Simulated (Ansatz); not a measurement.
**Run report: Ir, geometry relaxation**

- system: Ir (2 atoms in the cell)
- method: DFT, PBE, PAW with Ansatz's default frozen-core files, scalar-relativistic, no spin polarisation (Ansatz 0.2.0)

The structure was built on a prototype by a generator; it need not be a known phase. It belongs to a series of runs on one base structure; here: hcp relaxed, PAW files. Figures and captions count atoms from 1; the log counts them from 0 in places.

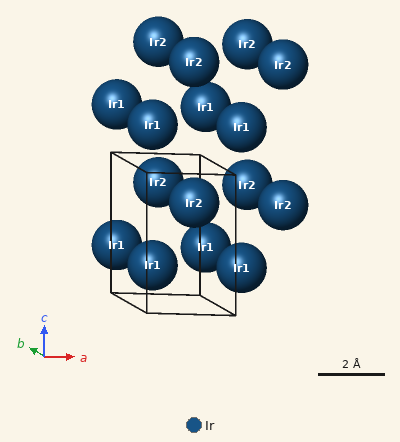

Figure 1. The starting structure (spheres-only view of the cell of the calculation, repeated 2 × 2 × 2, seen slightly off an axis; atoms are numbered from 1 in the order of the input).

### Summary

```tsv
quantity	value
outcome	converged
space group (tolerance 0.01 Å)	P6₃/mmc (194)
electrons treated	34
free energy	−23870.4792 eV
Fermi energy	25.010 eV
pressure	−0.01 GPa
final volume	29.13 Å³
largest force (length of the vector) at the end	under 0.001 eV/Å
final cell	a = 2.749 Å, b = 2.749 Å, c = 4.450 Å, α = 90.00°, β = 90.00°, γ = 120.00°
hardware	1 thread of Arm Neoverse V1, 24 GiB of memory available, shared host
wall time	21 s
peak memory	0.36 GiB
```

Spin–orbit coupling is left out, which matters for Ir.

### Input file
```yaml
crystal:
  lattice:
    - [2.7448628762, 0.0, 0.0]
    - [-1.3724314381, 2.3771209807, 0.0]
    - [0.0, 0.0, 4.4466778595]
  atoms:
    - { symbol: Ir, position: [0.3333333333, 0.6666666667, 0.25] }
    - { symbol: Ir, position: [0.6666666667, 0.3333333333, 0.75] }
kpoints:
  mp_grid: { grid: [17, 17, 9] }
scf:
  occupations: { method: fermi_dirac, width: 0.05 }
hamiltonian:
  xc: pbe
  pseudopotentials: { kind: paw }
output:
  forces: true
  stress: true
relax:
  f_tol: 0.005
  max_steps: 40
  cell: {}
```

Launched with:
```bash
ansatz run input.yaml --threads 1 --pin off --max-ram 3072MiB --backend cpu --events-out ev --progress --plain --runs-dir out
```

### Output
```
Engine: ansatz 0.2.0, aarch64-unknown-linux-gnu
Pseudopotentials: kind: paw
Pseudopotential: Ir, paw, valence charge 17, recommended cutoff 420 eV (normal), Ir.paw.azcp
Functional definition: PBE
  parameter kappa = 0.804
  parameter beta = 0.06672455060314922
  exchange = pbe_x(kappa = kappa, mu = beta*pi^2/3)
  correlation = pbe_c(beta = beta)
Crystal: 2 atoms, lattice volume = 29.014 Å³
Basis set: ecut = 420 eV, 573 PW (Γ), exchange–correlation on 40×40×60 points (8 copies of the dense FFT grid, shifted against one another)
Bands: 21, of which v1, the nominal top of the filled ones, is band 17 counted from 1 (16 counted from 0)
Symmetry: 24 space group operations
Space group: P63/mmc (ITA 194), of the structure as read, at distance tolerance 3.1e-5 Å
k-points: 165 of 2601
Non-local potential: Ir, projectors of the file, l = 0: 3, l = 1: 2, l = 2: 2, l = 3: 1
PAW form: soft (Blöchl's): semilocal exchange-correlation on the pseudo side does not see the compensation charge
PAW one-centre angular grid: Ir, 590 points (default); XC on 64 Gauss nodes
Initial density: superposition of atomic densities (neutral atoms: chi_scale 0, normalization atom), corrected by the library's trained network
Initial wavefunctions: pseudopotential atomic-orbital guess
Functional: x = pbe(κ = 0.804, μ = 0.2195149727645171), c = pbe(β = 0.06672455060314922)
SCF iter   1: F=—  HF=-23870.473218 eV  |F-HF|=—  |Δ(HF+E_count)|=         —  Δρ=8.78e-3  dr2=7.02e-3  ethr=1.77e-3  ⟨swp⟩=5.0  Hψ=13425  notcnv=0
preconditioner: auto → none  [metal: Δε(μ)=0.007 eV  Ē_g=7.824 eV  σ=0.050 eV  W_gap=0.04  n_scr=8 (ndim 8)  ℏωp=29.2 eV  f_vac=0.000  D(μ)=2.24/eV (n_scr^D=22)  sad-step TF]
SCF iter   2: F=—  HF=-23870.477068 eV  |F-HF|=—  |Δ(HF+E_count)|=   3.85e-3  Δρ=5.14e-3  dr2=2.51e-3  ethr=2.07e-5  ⟨swp⟩=2.3  Hψ=5810  notcnv=0
SCF iter   3: F=—  HF=-23870.478693 eV  |F-HF|=—  |Δ(HF+E_count)|=   1.62e-3  Δρ=2.74e-4  dr2=7.18e-6  ethr=7.38e-6  ⟨swp⟩=2.0  Hψ=4959  notcnv=0
SCF iter   4: F=—  HF=-23870.478726 eV  |F-HF|=—  |Δ(HF+E_count)|=   3.27e-5  Δρ=4.39e-5  dr2=3.75e-7  ethr=2.11e-8  ⟨swp⟩=2.0  Hψ=4987  notcnv=0
iter 5 did not close the SCF: its close was put off for the readings that it lacked (scf_convergence_deferred on its scf_iter line)
SCF iter   5: F=-23870.478726 eV  HF=-23870.478726 eV  |F-HF|=1.05e-8  |Δ(HF+E_count)|=   8.29e-8  Δρ=1.06e-5  dr2=1.81e-8  ethr=1.10e-9  ⟨swp⟩=2.0  Hψ=5673  notcnv=0
SCF iter   6: F=-23870.478726 eV  HF=-23870.478726 eV  |F-HF|=1.46e-11  |Δ(HF+E_count)|=   4.87e-9  Δρ=1.74e-6  dr2=2.11e-10  ethr=5.32e-11  ⟨swp⟩=2.0  Hψ=10573  notcnv=0
SCF 1 converged in 6 iterations: F = -23870.478726 eV  dr2 = 2.11e-10
  greatest PAW one-centre occupation: 1.000 electrons in one spin orbital (limit 2), on the Ir atom at site 1 (counted from 0), in its partial waves of l = 0
relax step   1: F+E_penalty+E_count = -23870.47872570 eV  Δ(F+E_penalty+E_count) = +0.000e0 eV  max|allowed force component| = 7.864e-17 eV/Å  Δτ_max = 0.0000 Å  P = +1.358 GPa  Ω = 29.014 Å³  (6 SCF iters, dr2 threshold 1.00e-7 eV, accepted)
Crystal: 2 atoms, lattice volume = 29.356 Å³
Initial density: handed on by an earlier stage of this run
Initial wavefunctions: those handed on with the density
iter 1 solved again at ethr=1.18e-7 eV; its pass at ethr=3.10e-3 eV (dr2=4.01e-5 eV) is discarded
SCF iter   1: F=—  HF=-23870.477172 eV  |F-HF|=—  |Δ(HF+E_count)|=         —  Δρ=5.71e-4  dr2=6.48e-5  ethr=1.18e-7  ⟨swp⟩=3.6  Hψ=20006  notcnv=0
preconditioner: auto → none  [metal: Δε(μ)=0.017 eV  Ē_g=7.708 eV  σ=0.050 eV  W_gap=0.08  n_scr=8 (ndim 8)  ℏωp=29.1 eV  f_vac=0.000  D(μ)=2.32/eV (n_scr^D=22)]
SCF iter   2: F=—  HF=-23870.477181 eV  |F-HF|=—  |Δ(HF+E_count)|=   8.92e-6  Δρ=2.32e-4  dr2=5.59e-6  ethr=1.18e-7  ⟨swp⟩=2.0  Hψ=4992  notcnv=0
SCF iter   3: F=—  HF=-23870.477182 eV  |F-HF|=—  |Δ(HF+E_count)|=   1.15e-6  Δρ=6.00e-5  dr2=3.55e-7  ethr=1.64e-8  ⟨swp⟩=1.0  Hψ=3489  notcnv=0
iter 4 did not close the SCF: its close was put off for the readings that it lacked (scf_convergence_deferred on its scf_iter line)
SCF iter   4: F=-23870.477182 eV  HF=-23870.477182 eV  |F-HF|=3.42e-10  |Δ(HF+E_count)|=   1.37e-7  Δρ=3.50e-6  dr2=8.80e-10  ethr=1.04e-9  ⟨swp⟩=2.3  Hψ=4892  notcnv=0
iter 5 did not close the SCF: its close was put off for the readings that it lacked (scf_convergence_deferred on its scf_iter line)
SCF iter   5: F=-23870.477182 eV  HF=-23870.477182 eV  |F-HF|=3.64e-12  |Δ(HF+E_count)|=  7.79e-10  Δρ=3.64e-7  dr2=1.21e-11  ethr=2.59e-12  ⟨swp⟩=2.4  Hψ=6221  notcnv=0
SCF iter   6: F=-23870.477182 eV  HF=-23870.477182 eV  |F-HF|=1.09e-11  |Δ(HF+E_count)|=  1.09e-11  Δρ=5.35e-8  dr2=2.65e-13  ethr=1.00e-12  ⟨swp⟩=1.0  Hψ=7590  notcnv=0
SCF 2 converged in 6 iterations: F = -23870.477182 eV  dr2 = 2.65e-13
relax step   2: F+E_penalty+E_count = -23870.47718244 eV  Δ(F+E_penalty+E_count) = +1.543e-3 eV  max|allowed force component| = 1.342e-16 eV/Å  Δτ_max = 0.0000 Å  P = -2.611 GPa  Ω = 29.356 Å³  energy of the carried Pulay correction = -1.721e-4 eV  (6 SCF iters, dr2 threshold 2.00e-7 eV, rejected (line search))
Crystal: 2 atoms, lattice volume = 29.131 Å³
iter 1 solved again at ethr=5.72e-8 eV; its pass at ethr=3.10e-3 eV (dr2=1.94e-5 eV) is discarded
SCF iter   1: F=—  HF=-23870.479149 eV  |F-HF|=—  |Δ(HF+E_count)|=         —  Δρ=3.68e-4  dr2=2.75e-5  ethr=5.72e-8  ⟨swp⟩=3.6  Hψ=20200  notcnv=0
preconditioner: auto → none  [metal: Δε(μ)=0.014 eV  Ē_g=7.783 eV  σ=0.050 eV  W_gap=0.07  n_scr=8 (ndim 8)  ℏωp=29.2 eV  f_vac=0.000  D(μ)=2.28/eV (n_scr^D=22)]
SCF iter   2: F=—  HF=-23870.479168 eV  |F-HF|=—  |Δ(HF+E_count)|=   1.94e-5  Δρ=1.49e-4  dr2=2.30e-6  ethr=5.72e-8  ⟨swp⟩=2.0  Hψ=4910  notcnv=0
SCF iter   3: F=—  HF=-23870.479167 eV  |F-HF|=—  |Δ(HF+E_count)|=   1.76e-6  Δρ=3.91e-5  dr2=1.52e-7  ethr=6.77e-9  ⟨swp⟩=1.0  Hψ=3465  notcnv=0
SCF iter   4: F=—  HF=-23870.479167 eV  |F-HF|=—  |Δ(HF+E_count)|=   5.91e-8  Δρ=2.27e-6  dr2=3.68e-10  ethr=4.48e-10  ⟨swp⟩=2.3  Hψ=4841  notcnv=0
iter 5 did not close the SCF: its close was put off for the readings that it lacked (scf_convergence_deferred on its scf_iter line)
SCF iter   5: F=-23870.479167 eV  HF=-23870.479167 eV  |F-HF|=0.00e0  |Δ(HF+E_count)|=  3.60e-10  Δρ=2.96e-7  dr2=6.50e-12  ethr=1.08e-12  ⟨swp⟩=2.5  Hψ=6429  notcnv=0
SCF iter   6: F=-23870.479167 eV  HF=-23870.479167 eV  |F-HF|=3.64e-12  |Δ(HF+E_count)|=  3.64e-12  Δρ=2.49e-8  dr2=6.20e-14  ethr=1.00e-12  ⟨swp⟩=3.4  Hψ=13458  notcnv=0
SCF 3 converged in 6 iterations: F = -23870.479167 eV  dr2 = 6.20e-14
relax step   3: F+E_penalty+E_count = -23870.47916678 eV  Δ(F+E_penalty+E_count) = -4.411e-4 eV  max|allowed force component| = 7.864e-17 eV/Å  Δτ_max = 0.0000 Å  P = -0.028 GPa  Ω = 29.131 Å³  energy of the carried Pulay correction = -5.884e-5 eV  (6 SCF iters, accepted)
Crystal: 2 atoms, lattice volume = 29.129 Å³
iter 1 solved again at ethr=8.11e-11 eV; its pass at ethr=3.10e-3 eV (dr2=2.76e-8 eV) is discarded
SCF iter   1: F=—  HF=-23870.479147 eV  |F-HF|=—  |Δ(HF+E_count)|=         —  Δρ=1.26e-5  dr2=1.24e-8  ethr=8.11e-11  ⟨swp⟩=3.2  Hψ=18324  notcnv=0
iter 2 did not close the SCF: its close was put off for the readings that it lacked (scf_convergence_deferred on its scf_iter line)
SCF iter   2: F=-23870.479168 eV  HF=-23870.479168 eV  |F-HF|=2.33e-10  |Δ(HF+E_count)|=   2.15e-5  Δρ=5.66e-6  dr2=2.13e-9  ethr=3.66e-11  ⟨swp⟩=2.3  Hψ=5066  notcnv=0
iter 3 did not close the SCF: its close was put off for the readings that it lacked (scf_convergence_deferred on its scf_iter line)
SCF iter   3: F=-23870.479168 eV  HF=-23870.479168 eV  |F-HF|=1.46e-11  |Δ(HF+E_count)|=  1.53e-10  Δρ=6.27e-7  dr2=5.22e-11  ethr=6.27e-12  ⟨swp⟩=1.1  Hψ=3543  notcnv=0
iter 4 did not close the SCF: its close was put off for the readings that it lacked (scf_convergence_deferred on its scf_iter line)
SCF iter   4: F=-23870.479168 eV  HF=-23870.479168 eV  |F-HF|=7.28e-12  |Δ(HF+E_count)|=  7.28e-12  Δρ=9.56e-8  dr2=7.38e-13  ethr=1.00e-12  ⟨swp⟩=1.0  Hψ=3526  notcnv=0
iter 5 did not close the SCF: its close was put off for the readings that it lacked (scf_convergence_deferred on its scf_iter line)
SCF iter   5: F=-23870.479168 eV  HF=-23870.479168 eV  |F-HF|=7.28e-12  |Δ(HF+E_count)|=    0.00e0  Δρ=2.37e-8  dr2=7.71e-14  ethr=1.00e-12  ⟨swp⟩=1.0  Hψ=3465  notcnv=0
SCF iter   6: F=-23870.479168 eV  HF=-23870.479168 eV  |F-HF|=7.28e-12  |Δ(HF+E_count)|=  7.28e-12  Δρ=5.02e-9  dr2=5.91e-15  ethr=1.00e-12  ⟨swp⟩=1.0  Hψ=7590  notcnv=0
SCF 4 converged in 6 iterations: F = -23870.479168 eV  dr2 = 5.91e-15
relax step   4: F+E_penalty+E_count = -23870.47916848 eV  Δ(F+E_penalty+E_count) = -1.695e-6 eV  max|allowed force component| = 8.327e-17 eV/Å  Δτ_max = 0.0000 Å  P = -0.003 GPa  Ω = 29.129 Å³  energy of the carried Pulay correction = -5.777e-5 eV  (6 SCF iters, dr2 threshold 1.00e-8 eV, accepted)
Initial wavefunctions: pseudopotential atomic-orbital guess (no wavefunctions were taken with the density)
iter 1 solved again at ethr=4.80e-9 eV; its pass at ethr=3.10e-3 eV (dr2=1.63e-6 eV) is discarded
SCF iter   1: F=—  HF=-23870.479204 eV  |F-HF|=—  |Δ(HF+E_count)|=         —  Δρ=1.30e-5  dr2=8.43e-9  ethr=4.80e-9  ⟨swp⟩=4.0  Hψ=24944  notcnv=0
SCF iter   2: F=—  HF=-23870.479225 eV  |F-HF|=—  |Δ(HF+E_count)|=   2.12e-5  Δρ=6.12e-6  dr2=1.65e-9  ethr=2.48e-11  ⟨swp⟩=2.4  Hψ=6235  notcnv=0
SCF iter   3: F=—  HF=-23870.479225 eV  |F-HF|=—  |Δ(HF+E_count)|=  2.80e-10  Δρ=9.04e-7  dr2=8.55e-11  ethr=4.85e-12  ⟨swp⟩=2.2  Hψ=5557  notcnv=0
iter 4 did not close the SCF: its close was put off for the readings that it lacked (scf_convergence_deferred on its scf_iter line)
SCF iter   4: F=-23870.479225 eV  HF=-23870.479225 eV  |F-HF|=1.82e-11  |Δ(HF+E_count)|=  7.28e-12  Δρ=2.03e-7  dr2=3.99e-12  ethr=1.00e-12  ⟨swp⟩=1.5  Hψ=4200  notcnv=0
iter 5 did not close the SCF: its close was put off for the readings that it lacked (scf_convergence_deferred on its scf_iter line)
SCF iter   5: F=-23870.479225 eV  HF=-23870.479225 eV  |F-HF|=1.09e-11  |Δ(HF+E_count)|=    0.00e0  Δρ=3.51e-8  dr2=1.42e-13  ethr=1.00e-12  ⟨swp⟩=1.0  Hψ=3465  notcnv=0
iter 6 did not close the SCF: its close was put off for the readings that it lacked (scf_convergence_deferred on its scf_iter line)
SCF iter   6: F=-23870.479225 eV  HF=-23870.479225 eV  |F-HF|=0.00e0  |Δ(HF+E_count)|=  7.28e-12  Δρ=9.42e-9  dr2=1.29e-14  ethr=1.00e-12  ⟨swp⟩=1.0  Hψ=3465  notcnv=0
iter 7 did not close the SCF: its close was put off for the readings that it lacked (scf_convergence_deferred on its scf_iter line)
SCF iter   7: F=-23870.479225 eV  HF=-23870.479225 eV  |F-HF|=1.09e-11  |Δ(HF+E_count)|=  3.64e-12  Δρ=4.39e-9  dr2=2.58e-15  ethr=1.00e-12  ⟨swp⟩=1.0  Hψ=3465  notcnv=0
SCF iter   8: F=-23870.479225 eV  HF=-23870.479225 eV  |F-HF|=3.64e-12  |Δ(HF+E_count)|=  3.64e-12  Δρ=2.79e-10  dr2=1.93e-17  ethr=1.00e-12  ⟨swp⟩=2.0  Hψ=8886  notcnv=0
SCF 5 converged in 8 iterations: F = -23870.479225 eV  dr2 = 1.93e-17
relax step   5: F+E_penalty+E_count = -23870.47922484 eV  Δ(F+E_penalty+E_count) = -5.637e-5 eV  max|allowed force component| = 5.551e-17 eV/Å  Δτ_max = 0.0000 Å  P = -0.007 GPa  Ω = 29.129 Å³  stress off target by 2.11e-2 GPa  SCF on the basis re-selected at this cell (its energy is not comparable with the rows above)  (8 SCF iters)
```

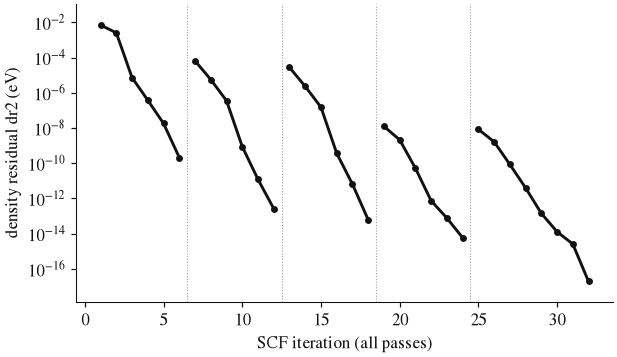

Figure 2. Convergence of the self-consistent field: density residual dr2 against the SCF iteration. The dotted lines part the SCF passes of the relaxation: geometry steps, rejected trials and re-solves on a re-selected basis. The 5 passes take 6 to 8 iterations each, 32 in all.

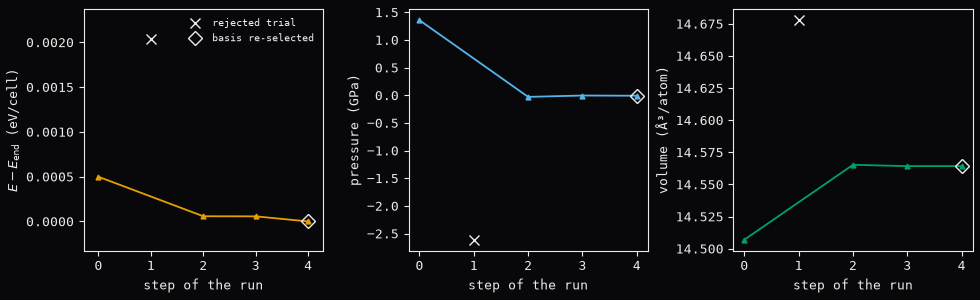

Figure 3. Progress of the relaxation, step by step (the first geometry is step 0 here and step 1 in the log). No atom moves by more than 0.005 Å relative to the cell. After 3 geometry steps the energy has fallen by 0.4 meV per cell of the calculation. All forces vanish by symmetry, so only the cell relaxes. The pressure goes from 1.36 to −0.01 GPa. The line search rejected the trial step at point 1 (counted from 0) and went back. A last SCF at the same geometry on a re-selected plane-wave basis shifts the energy by −0.1 meV per cell of the calculation.

```
basis re-selected at this cell: Δ(F+E_penalty+E_count) = -5.637e-5 eV, ΔP = -0.004 GPa vs the last step (what re-selecting the basis moved, of the pressure what is left beyond the Pulay correction that the steps carried, after the strain that the cell walked since its last selection, with what the two solves' SCF thresholds leave and, on support functions, any second-order correction that the steps lacked; it is no measure of the basis error at this ecutwfc). This SCF's stress stands 2.11e-2 GPa from its target on what of the cell is left free (relax.cell.stress_tol is 5.00e-2 GPa) and its largest allowed force component is 5.55e-17 eV/Å (relax.f_tol is 5.00e-3 eV/Å): within both
SCF converged after 8 iterations
Free energy (F): -23870.479225 eV
Harris-Foulkes:  -23870.479225 eV  (|F-HF|=3.64e-12)
Internal energy: -23870.460396 eV  (E = F + TS)
E sigma→0 (E₀):  -23870.469811 eV
Entropy (-TS):   -0.018829 eV (-9.414 meV/atom)
Fermi energy:    25.009888 eV
--- Per-component energies (eV) ---
  E_band       = -191.357985
  E_kinetic    = 1244.805552
  E_local      = -2195.128522  (includes V_loc(G=0)·N_el)
  E_nonlocal   = 145.079408
  E_hartree    = 838.532420
  E_xc         = -535.526229
  E_vxc        = -599.643981  (∫ρ·V_xc dr)
  E_paw        = -18446.667263  (= ΣΔE_a)
  E_vpaw       = -463.535391  (= ΣTr[D̂ρ^β])
  E_aug_tail   = 0.000111  (compensation charges beyond the density's cutoff)
  E_ewald      = -4921.555872
  E_smearing   = -0.018829  (= −TS)
  E_closure    = -0.000000  (closes the sum)
  Σ components = -23870.479225   (vs F -23870.479225, Δ=0.00e0)
--- Forces (eV/Å), atoms counted from 1 ---
  atom   1  Ir    -0.00000000    -0.00000000     0.00000000
  atom   2  Ir    -0.00000000     0.00000000     0.00000000
  max |Σ_I F_I| component: 3.70e-17 eV/Å
--- Stress (GPa, compression-positive) ---
        0.000047      -0.000000       0.000000
        0.000000       0.000047       0.000000
        0.000000       0.000000      -0.021120
  P = ⅓ Tr σ = -0.0070 GPa (-0.070 kbar)
--- Relaxed structure (4 steps of the walk, 3 accepted, 1 SCFs on fresh bases) ---
  F+E_penalty+E_count = -23870.47922484 eV   max|allowed force component| = 5.551e-17 eV/Å   (the final SCF, on the basis selected at the relaxed cell)
  cell:  # Å, volume = 29.1286 Å³
    - [2.7493257705983853, 0.0, 0.0]
    - [-1.3746628852991927, 2.3809859606174295, 0.0]
    - [0.0, 0.0, 4.449755538257044]
  atoms:
    - { symbol: Ir, position: [0.33333333333333337, 0.6666666666666667, 0.25000000000000006] }
    - { symbol: Ir, position: [0.6666666666666667, 0.33333333333333337, 0.7500000000000001] }
```

### Trajectory as extended XYZ (Å, eV, eV/Å), 5 frames, from step=1 to step=5
```
2
Lattice="2.7449 0.0000 0.0000 -1.3724 2.3771 0.0000 0.0000 0.0000 4.4467" Properties=species:S:1:pos:R:3:forces:R:3 step=1 energy=-23870.47873 pressure_GPa=1.36
Ir    0.0000    1.5847    1.1117    0.0000   0.0000   0.0000
Ir    1.3724    0.7924    3.3350    0.0000   0.0000   0.0000
2
Lattice="2.7571 0.0000 0.0000 -1.3785 2.3877 0.0000 0.0000 0.0000 4.4592" Properties=species:S:1:pos:R:3:forces:R:3 step=2 energy=-23870.47718 pressure_GPa=-2.61 accepted=F
Ir    0.0000    1.5918    1.1148    0.0000   0.0000   0.0000
Ir    1.3785    0.7959    3.3444    0.0000   0.0000   0.0000
2
Lattice="2.7493 0.0000 0.0000 -1.3747 2.3810 0.0000 0.0000 0.0000 4.4501" Properties=species:S:1:pos:R:3:forces:R:3 step=3 energy=-23870.47917 pressure_GPa=-0.03
Ir    0.0000    1.5873    1.1125    0.0000   0.0000   0.0000
Ir    1.3747    0.7937    3.3376    0.0000   0.0000   0.0000
2
Lattice="2.7493 0.0000 0.0000 -1.3747 2.3810 0.0000 0.0000 0.0000 4.4498" Properties=species:S:1:pos:R:3:forces:R:3 step=4 energy=-23870.47917 pressure_GPa=-0.00
Ir    0.0000    1.5873    1.1124    0.0000   0.0000   0.0000
Ir    1.3747    0.7937    3.3373    0.0000   0.0000   0.0000
2
Lattice="2.7493 0.0000 0.0000 -1.3747 2.3810 0.0000 0.0000 0.0000 4.4498" Properties=species:S:1:pos:R:3:forces:R:3 step=5 energy=-23870.47922 pressure_GPa=-0.01
Ir    0.0000    1.5873    1.1124    0.0000   0.0000   0.0000
Ir    1.3747    0.7937    3.3373    0.0000   0.0000   0.0000
```
